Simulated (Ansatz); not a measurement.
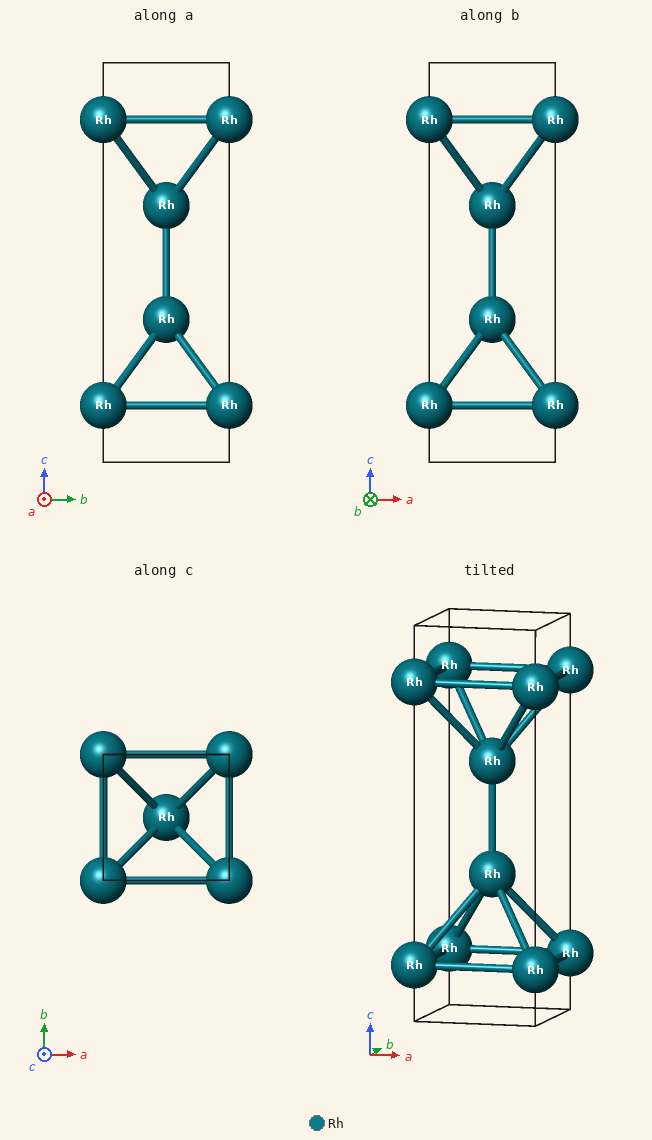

Drawn in the ball-and-stick manner and seen along the a axis, along the b axis, along the c axis and slightly off an axis. One conventional unit cell is framed, with atoms on its boundary repeated.

Lattice parameters: a = 2.6911 Å, b = 2.6911 Å, c = 8.5417 Å, α = 90.000°, β = 90.000°, γ = 90.000°.

**Convert the drawing into a CIF with its space group and independent sites, with free fractional coordinates to two decimals.**

```cif
data_structure
_symmetry_space_group_name_H-M 'I 4/m m m'
_symmetry_Int_Tables_number 139
_cell_length_a 2.6911
_cell_length_b 2.6911
_cell_length_c 8.5417
_cell_angle_alpha 90.000
_cell_angle_beta 90.000
_cell_angle_gamma 90.000
_cell_volume 61.86
loop_
_atom_site_label
_atom_site_type_symbol
_atom_site_symmetry_multiplicity
_atom_site_Wyckoff_symbol
_atom_site_fract_x
_atom_site_fract_y
_atom_site_fract_z
_atom_site_occupancy
Rh1 Rh 4 e 0.50 0.50 0.36 1
```

Starting structure: a structure type filled with this element by a generator (whether the element takes this form wasn't checked). It was relaxed with Ansatz 0.2.0, DFT PBE, scalar-relativistic, plane waves, PAW.
